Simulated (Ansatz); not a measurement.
# Run report: Mo, single-point calculation

Mo (slab, 8 atoms in the cell), computed with DFT PBEsol, scalar-relativistic, plane waves, PAW, no spin polarisation (Ansatz 0.2.0).

The structure derives from an entry of the Crystallography Open Database. It belongs to a series of runs on one base structure; here: (1 0 0) slab cut from the bulk. Figures and captions count atoms from 1; the log counts them from 0 in places.

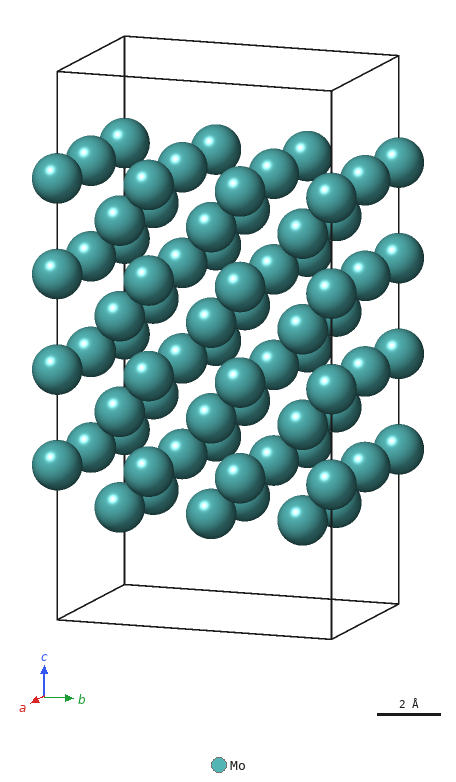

**Figure 1.** The structure (spheres-only view of the 2 × 3 repeat of the cell, with the vacuum cut short, seen slightly off an axis).

Input:
```yaml
crystal:
  lattice:
    - [3.1293068541, 0.0, 0.0]
    - [0.0, 3.1293068541, 0.0]
    - [0.0, 0.0, 25.9525739894]
  atoms:
    - { symbol: Mo, position: [0.5, 0.5, 0.2889886762] }
    - { symbol: Mo, position: [0.0, 0.0, 0.3492776258] }
    - { symbol: Mo, position: [0.5, 0.5, 0.4095665755] }
    - { symbol: Mo, position: [0.0, 0.0, 0.4698555252] }
    - { symbol: Mo, position: [0.5, 0.5, 0.5301444748] }
    - { symbol: Mo, position: [0.0, 0.0, 0.5904334245] }
    - { symbol: Mo, position: [0.5, 0.5, 0.6507223742] }
    - { symbol: Mo, position: [0.0, 0.0, 0.7110113238] }
basis:
  ecutwfc: 420
kpoints:
  mp_grid: { grid: [11, 11, 1] }
hamiltonian:
  xc: pbesol
scf:
  occupations: { method: gaussian, width: 0.1 }
output:
  forces: true
  stress: true
  eigenvalues: true
  write_density: true
  write_potential: true
  elf: true
  volumetric_format: npy
efield:
  axis: 3
  dipole_correction: true
  ramp_width: 0.04
```

Command:
```bash
ansatz run input.yaml --threads 1 --pin off --max-ram 2560MiB --backend cpu --events-out ev --progress --plain --runs-dir out
```

Output:
```
Engine: ansatz 0.2.0, x86_64-unknown-linux-gnu
Pseudopotentials: kind: paw
Pseudopotential: Mo, paw, valence charge 14, recommended cutoff 420 eV (normal), Mo.paw.azcp
Functional definition: PBEsol
  exchange = pbesol_x
  correlation = pbesol_c
Crystal: 8 atoms, lattice volume = 254.142 Å³
Basis set: ecut = 420 eV, 5007 PW (Γ), exchange–correlation on 48×48×360 points (8 copies of the dense FFT grid, shifted against one another)
Bands: 68, of which v1, the nominal top of the filled ones, is band 56 counted from 1 (55 counted from 0)
Symmetry: 8 space group operations
k-points: 21 of 121
Non-local potential: Mo, projectors of the file, l = 0: 3, l = 1: 2, l = 2: 2, l = 3: 1
PAW form: soft (Blöchl's): semilocal exchange-correlation on the pseudo side does not see the compensation charge
PAW frozen core: Mo, regenerated for the run's functional, and the local potential with it (the file was generated under x = pbe(κ = 0.804, μ = 0.2195149727645171), c = pbe(β = 0.06672455060314922))
PAW one-centre angular grid: Mo, 590 points (default); XC on 64 Gauss nodes
Initial density: superposition of atomic densities (neutral atoms: chi_scale 0, normalization atom), corrected by the library's trained network
Initial wavefunctions: pseudopotential atomic-orbital guess
Functional: x = pbesol(κ = 0.804, μ = 0.12345679012345678), c = pbesol(β = 0.046)
SCF iter   1: F=—  HF=-39175.116820 eV  |F-HF|=—  |Δ(HF+E_count)|=         —  Δρ=9.65e-3  dr2=1.97e0  ethr=1.77e-3  p=0.000 e·Å  D=2.37e-13 V/Å  ΔV_dip=-0.00 eV  dr2_dipole=3.24e-8  V_vac-E_F(+/−)=4.14/4.14 eV  ⟨swp⟩=8.1  Hψ=6582  notcnv=0
efield: sawtooth ramp at fractional position 0.9800 (placed from the atoms, in the widest stretch of the axis that holds none; the zero of the levels goes with the place), width 0.0400; the density the first Hamiltonian is built on has a dipole p = 0.000 e·Å; the dipole correction subtracts the counter field D = 2.37e-13 V/Å, which shifts the + side's vacuum level by -0.00 eV against the − side's; the planar-averaged density in the ramp window peaks in size at 1.6e-5 e/Å³
preconditioner: auto → LDOS  [metal: Δε(μ)=0.023 eV  Ē_g=3.943 eV  σ=0.100 eV  W_gap=0.13  n_scr=62 (ndim 8)  ℏωp=16.1 eV  f_vac=0.445  D(μ)=6.43/eV (n_scr^D=44)  β→1.0]
SCF iter   2: F=—  HF=-39175.061412 eV  |F-HF|=—  |Δ(HF+E_count)|=   5.54e-2  Δρ=3.28e-3  dr2=1.10e-1  ethr=1.75e-3  p=-0.000 e·Å  D=-1.06e-5 V/Å  ΔV_dip=0.00 eV  dr2_dipole=1.08e-6  V_vac-E_F(+/−)=4.05/4.05 eV  ⟨swp⟩=1.9  Hψ=1735  notcnv=0  defer=32
SCF iter   3: F=—  HF=-39175.057074 eV  |F-HF|=—  |Δ(HF+E_count)|=   4.34e-3  Δρ=9.06e-4  dr2=7.83e-3  ethr=9.80e-5  p=0.000 e·Å  D=4.30e-6 V/Å  ΔV_dip=-0.00 eV  dr2_dipole=1.94e-10  V_vac-E_F(+/−)=4.04/4.04 eV  ⟨swp⟩=2.0  Hψ=1672  notcnv=0  defer=79
SCF iter   4: F=—  HF=-39175.056846 eV  |F-HF|=—  |Δ(HF+E_count)|=   2.28e-4  Δρ=4.63e-4  dr2=1.37e-3  ethr=6.99e-6  p=0.000 e·Å  D=5.44e-7 V/Å  ΔV_dip=-0.00 eV  dr2_dipole=1.46e-9  V_vac-E_F(+/−)=4.03/4.03 eV  ⟨swp⟩=2.3  Hψ=1849  notcnv=0  defer=79
SCF iter   5: F=—  HF=-39175.056753 eV  |F-HF|=—  |Δ(HF+E_count)|=   9.26e-5  Δρ=9.97e-5  dr2=3.16e-5  ethr=1.23e-6  p=0.000 e·Å  D=3.57e-7 V/Å  ΔV_dip=-0.00 eV  dr2_dipole=1.06e-9  V_vac-E_F(+/−)=4.02/4.02 eV  ⟨swp⟩=2.6  Hψ=1865  notcnv=0  defer=79
SCF iter   6: F=—  HF=-39175.056909 eV  |F-HF|=—  |Δ(HF+E_count)|=   1.55e-4  Δρ=5.69e-5  dr2=1.51e-5  ethr=2.82e-8  p=0.000 e·Å  D=3.90e-7 V/Å  ΔV_dip=-0.00 eV  dr2_dipole=8.71e-10  V_vac-E_F(+/−)=4.02/4.02 eV  ⟨swp⟩=3.4  Hψ=2943  notcnv=0  defer=26
SCF iter   7: F=—  HF=-39175.056909 eV  |F-HF|=—  |Δ(HF+E_count)|=   6.15e-7  Δρ=1.86e-5  dr2=2.33e-6  ethr=1.35e-8  p=0.000 e·Å  D=7.78e-8 V/Å  ΔV_dip=-0.00 eV  dr2_dipole=9.57e-12  V_vac-E_F(+/−)=4.02/4.02 eV  ⟨swp⟩=2.0  Hψ=1811  notcnv=0  defer=25
SCF iter   8: F=-39175.056909 eV  HF=-39175.056909 eV  |F-HF|=2.25e-8  |Δ(HF+E_count)|=   7.58e-8  Δρ=3.91e-6  dr2=5.44e-8  ethr=8.93e-11  p=0.000 e·Å  D=2.32e-8 V/Å  ΔV_dip=-0.00 eV  dr2_dipole=4.12e-11  V_vac-E_F(+/−)=4.02/4.02 eV  ⟨swp⟩=17.9  Hψ=13270  notcnv=0
SCF 1 converged in 8 iterations: F = -39175.056909 eV  dr2 = 5.44e-8
  greatest PAW one-centre occupation: 0.999 electrons in one spin orbital (limit 2), on the Mo atom at site 7 (counted from 0), in its partial waves of l = 0
WARN: The output density's exchange-correlation potential varies sharply where the density is thin. Do not read a vacuum level from v_tot or v_xc, or from such a field of the output density. On a cell that repeats whose density bears no net charge and no dipole along the vacuum's axis use v_es (v_loc + v_h of the components); under efield.dipole_correction with no amplitude use v_es + v_field, which holds any external_charges[].barrier, or the levels of the report's work_function block, which leave it out; under a non-zero efield.amplitude the vacuum is tilted and has no level; on a cell that repeats and bears such a dipole with no correction it is tilted too, and efield.dipole_correction with no amplitude gives each side of its ramp a level where efield: is served; in a cell that repeats whose density bears a net charge (total_charge, or a fill off its count) it is curved and has none; of a slab under crystal.periodic whose density bears no net charge use v_es, which has a level on each side, short of where the two are joined; of another it falls or rises all the way out and has none; of a slab beside external_charges read slab_vacuum_level instead, which it has where they leave it neutral. The grid or the basis barely resolves most such structure, and the values can differ between equally converged runs; as a rule a tighter scf.convergence.dr2_threshold does not remove it. Where the density itself ripples (under the LDA too) a higher basis.ecutwfc lessens it. The files hold the spikes' plane waves up to the density's cutoff. Files: v_tot_of_output_density and the like, and their columns of v_z.tsv (output.write_potential); v_xc_of_output_density and the like, and their columns of v_comp_z.tsv (output.write_potential_components). Measured: with its Gaussian average of σ = 0.25 Å subtracted twice, the exchange-correlation potential is over 0.1 eV at 1526 of the grid points where the equally averaged density (valence and model cores) is under 1e-3 e/Å³, and 0.696 eV at the most among them, at an averaged density of 1.5e-7 e/Å³. The input density's (outcome.potential() and, of a run that writes arrays, v_tot and v_xc) is over 0.1 eV, so measured, at 171 points of its own thin density, 0.292 eV at the most. See output.write_potential in the manual, Limitations
SCF converged after 8 iterations
Free energy (F): -39175.056909 eV
Harris-Foulkes:  -39175.056909 eV  (|F-HF|=2.25e-8)
Internal energy: -39175.015615 eV  (E = F + TS)
E sigma→0 (E₀):  -39175.036262 eV
Entropy (-TS):   -0.041294 eV (-5.162 meV/atom)
Fermi energy:    8.295878 eV
Dipole field:    D = -0.000008 V/Å  (p = -0.000011 e·Å, saw-weighted, corrected)
Work function:   Φ+ = 4.0196 eV   Φ− = 4.0194 eV
Levels:          The Fermi level and band energies are counted from a zero that moves with the ramp; work functions are not
--- Per-component energies (eV) ---
  E_band       = -1844.499615
  E_kinetic    = 3521.282822
  E_local      = -141235.563691  (includes V_loc(G=0)·N_el)
  E_nonlocal   = 1161.060098
  E_hartree    = 68845.598493
  E_xc         = -1453.457426
  E_vxc        = -1820.084246  (∫ρ·V_xc dr)
  E_paw        = -25151.367843  (= ΣΔE_a)
  E_vpaw       = -1162.406174  (= ΣTr[D̂ρ^β])
  E_aug_tail   = 0.000321  (compensation charges beyond the density's cutoff)
  E_efield     = 0.000000  (sawtooth field / dipole correction)
  E_vefield    = 0.000000  (∫n·V_field dr)
  E_ewald      = 55135.757217
  E_core_change = 1.674395  (= ΣΔE_core)
  E_smearing   = -0.041294  (= −TS)
  E_closure    = -0.000000  (closes the sum)
  Σ components = -39175.056909   (vs F -39175.056909, Δ=0.00e0)
--- Forces (eV/Å), atoms counted from 1 ---
  atom   1  Mo     0.00000000    -0.00000000     1.68754492
  atom   2  Mo    -0.00000000    -0.00000000    -1.56560578
  atom   3  Mo    -0.00000000    -0.00000000    -0.00267161
  atom   4  Mo    -0.00000000     0.00000000    -0.20764479
  atom   5  Mo     0.00000000    -0.00000000     0.20763666
  atom   6  Mo     0.00000000     0.00000000     0.00267404
  atom   7  Mo     0.00000000    -0.00000000     1.56560775
  atom   8  Mo    -0.00000000     0.00000000    -1.68753344
  max |Σ_I F_I| component: 7.75e-6 eV/Å
--- Stress (GPa, compression-positive) ---
       -5.030189      -0.000000       0.000000
       -0.000000      -5.030189      -0.000000
        0.000000      -0.000000      -3.717511
  P = ⅓ Tr σ = -4.5926 GPa (-45.926 kbar)
--- Band table (eV; the first three rows and the last of 21) ---
  k-point 0: bands = ["-52.8244", "-52.7498", "-52.6238", "-52.5185", "-52.4527", "-52.3876", "-52.2266", "-52.2262", "-27.1141", "-27.0729", "-27.0629", "-27.0629", "-26.9425", "-26.9300", "-26.9300", "-26.8046", "-26.7262", "-26.7262", "-26.6495", "-26.5328", "-26.5328", "-26.4095", "-26.3584", "-26.3584", "-26.1937", "-26.1816", "-26.1816", "-26.0973", "-26.0254", "-26.0254", "-26.0129", "-26.0129", "1.3372", "2.1844", "2.9239", "3.0287", "3.2933", "3.4619", "3.7769", "4.2673", "4.2975", "4.6791", "4.8999", "5.3243", "6.4981", "6.9497", "6.9497", "7.0477", "7.0477", "7.1129", "7.3476", "7.3476", "7.5724", "7.7681", "7.8346", "7.8346", "8.2395", "8.2532", "8.2786", "8.5620", "8.5620", "8.9270", "9.1191", "9.5949", "9.5949", "9.7438", "10.0524", "10.2119"]
  k-point 1: bands = ["-52.8138", "-52.7416", "-52.6186", "-52.5160", "-52.4540", "-52.3936", "-52.2292", "-52.2290", "-27.1496", "-27.1462", "-27.0451", "-27.0428", "-27.0229", "-26.9137", "-26.8584", "-26.8584", "-26.7153", "-26.7134", "-26.6507", "-26.5282", "-26.5192", "-26.4587", "-26.3616", "-26.2933", "-26.2584", "-26.1932", "-26.1339", "-26.1033", "-26.0392", "-26.0364", "-26.0262", "-26.0193", "1.5160", "2.3314", "3.0526", "3.1583", "3.3780", "3.5730", "3.8978", "4.2322", "4.4145", "4.7878", "4.8722", "5.4126", "6.3635", "6.6789", "6.6944", "6.8668", "6.9112", "7.0875", "7.0896", "7.6249", "7.6463", "7.7320", "7.7559", "8.0497", "8.1558", "8.3075", "8.4376", "8.5802", "8.7925", "9.1248", "9.2142", "9.4525", "9.5222", "9.7710", "10.1109", "10.3435"]
  k-point 2: bands = ["-52.7835", "-52.7183", "-52.6045", "-52.5096", "-52.4583", "-52.4118", "-52.2366", "-52.2366", "-27.2535", "-27.2469", "-27.1158", "-27.0838", "-26.9844", "-26.8831", "-26.8758", "-26.8668", "-26.6914", "-26.6880", "-26.6845", "-26.5161", "-26.4975", "-26.4862", "-26.3727", "-26.2895", "-26.2449", "-26.2295", "-26.1286", "-26.1279", "-26.0673", "-26.0623", "-26.0386", "-26.0336", "2.0204", "2.7175", "3.3410", "3.5190", "3.5970", "3.7660", "4.0315", "4.3194", "4.5642", "4.6718", "5.2461", "5.9686", "6.1587", "6.1683", "6.5675", "6.6515", "6.7444", "6.7943", "6.8497", "7.4672", "7.5433", "7.5969", "7.6100", "8.3840", "8.4403", "8.4456", "8.6563", "8.7832", "9.1193", "9.3379", "9.3442", "9.4237", "9.4634", "9.4734", "9.9189", "10.2505"]
  k-point 20: bands = ["-52.5830", "-52.5814", "-52.5433", "-52.5400", "-52.4624", "-52.4624", "-52.2430", "-52.2430", "-27.5097", "-27.4944", "-27.3346", "-27.3332", "-27.1071", "-27.0713", "-26.9310", "-26.8079", "-26.8077", "-26.7234", "-26.7088", "-26.6583", "-26.5703", "-26.5524", "-26.5395", "-26.4732", "-26.4408", "-26.4382", "-26.2969", "-26.2779", "-26.1189", "-26.1167", "-26.0848", "-26.0709", "3.2460", "3.2758", "4.0605", "4.0691", "4.8042", "4.8963", "4.9611", "5.0097", "5.0347", "5.2383", "5.2689", "5.3140", "5.6585", "5.8010", "6.0432", "6.0995", "6.4655", "6.4881", "7.3729", "7.4126", "8.4991", "8.5717", "9.8789", "9.8949", "10.0994", "10.1122", "10.1373", "10.1722", "10.4049", "10.4430", "10.5451", "10.7216", "10.7736", "10.7748", "10.7772", "10.8284"]
```

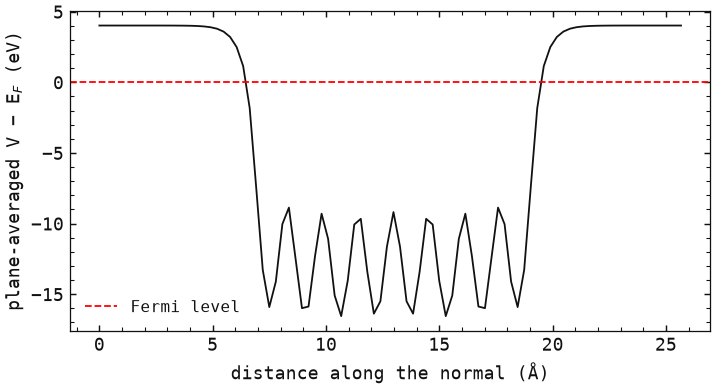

**Figure 2.** Plane average of the electrostatic potential energy of an electron across the cell, from the Fermi level. The vacuum level lies 4.02 eV above the Fermi level.

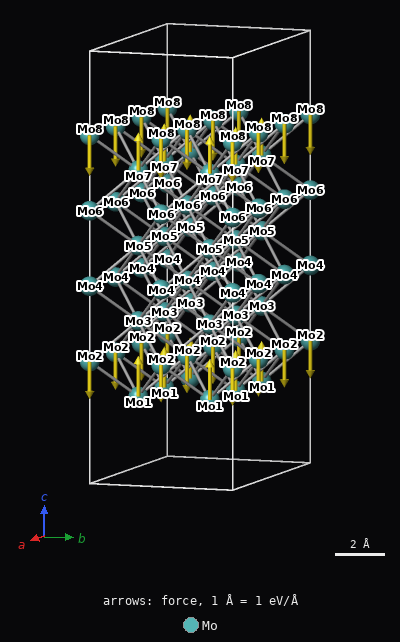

**Figure 3.** Forces on the atoms as yellow arrows (ball-and-stick view of the 3 × 2 repeat of the cell, with the vacuum cut short, seen slightly off an axis; atoms are numbered from 1 in the order of the input); the smallest are left out. The largest act on Mo1, Mo8 (1.69 eV/Å); Mo2, Mo7 (1.57 eV/Å). The geometry is not a stationary point of this energy.

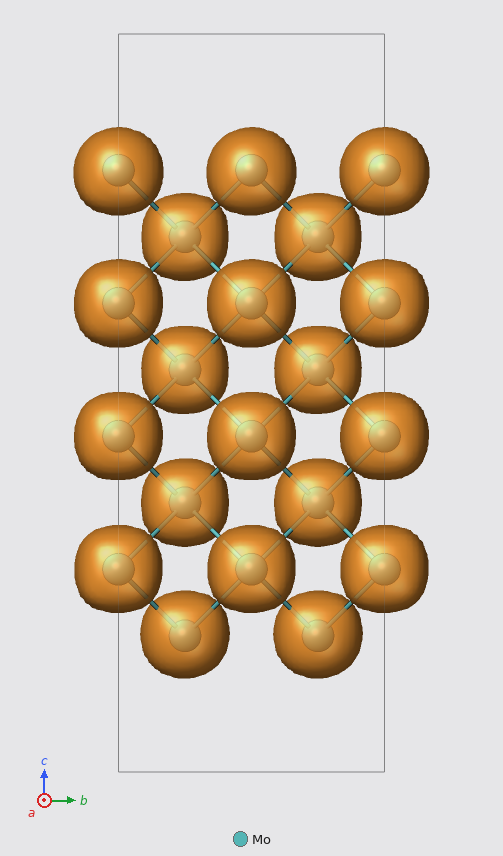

**Figure 4.** Isosurface of the valence charge density (pseudo) at 0.5 e/Å³ (orange), seen along the a axis. Sticks mark near contacts. At this value the density breaks into separate islands; it holds about 75 % of the electrons treated as valence (semicore included). It is pinched off along the Mo–Mo (2.71 Å) contacts. On the grid the lowest density along these lines, outside the cores, is 0.39 e/Å³ (Mo–Mo, 2.71 Å). In a PAW calculation such maps are meaningful between the atoms, not at the nuclei.

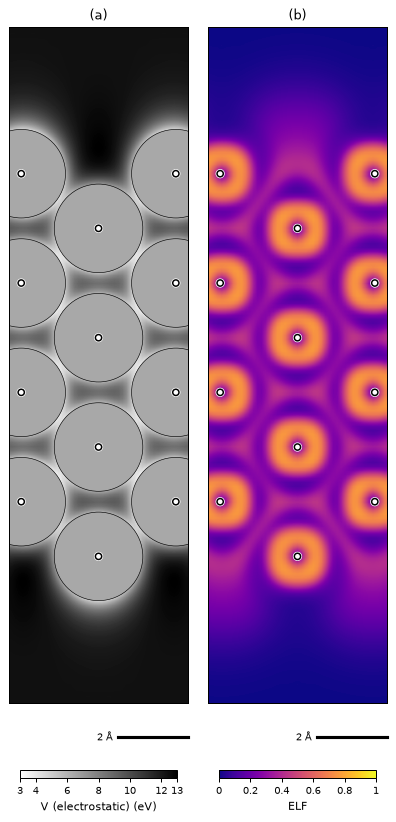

**Figure 5.** (a) electrostatic potential energy of an electron; (b) ELF on the (11̄0) plane of the calculation cell, a cut from vacuum to vacuum. Circles mark the nuclei in the plane (Mo). Grey discs, where drawn, cover atomic cores. Atoms in the plane: Mo. Mo–Mo (2.71 Å): the ELF is about 0.30 at the midpoint; no localised pair between them. The strong features right at Mo lie inside the PAW spheres (semicore, d or f shells) and say nothing about bonding.

Summary:

| quantity | value |
| --- | --- |
| outcome | converged |
| electrons treated | 112 |
| free energy | −39175.0569 eV |
| work function, top face | 4.02 eV |
| work function, bottom face | 4.02 eV |
| Fermi energy | 8.296 eV |
| gap on the k-point mesh | none (metallic) |
| work function (upper face) | 4.02 eV |
| largest force (length of the vector) | 1.688 eV/Å |
| hardware | 1 thread of Intel Xeon @ 2.50GHz (Skylake/Cascade Lake), 32 GiB of memory available, shared host |
| wall time | 51 s |
| peak memory | 0.63 GiB |

Remarks:

Warnings of the run: the exchange-correlation potential is rough where the density is thin.
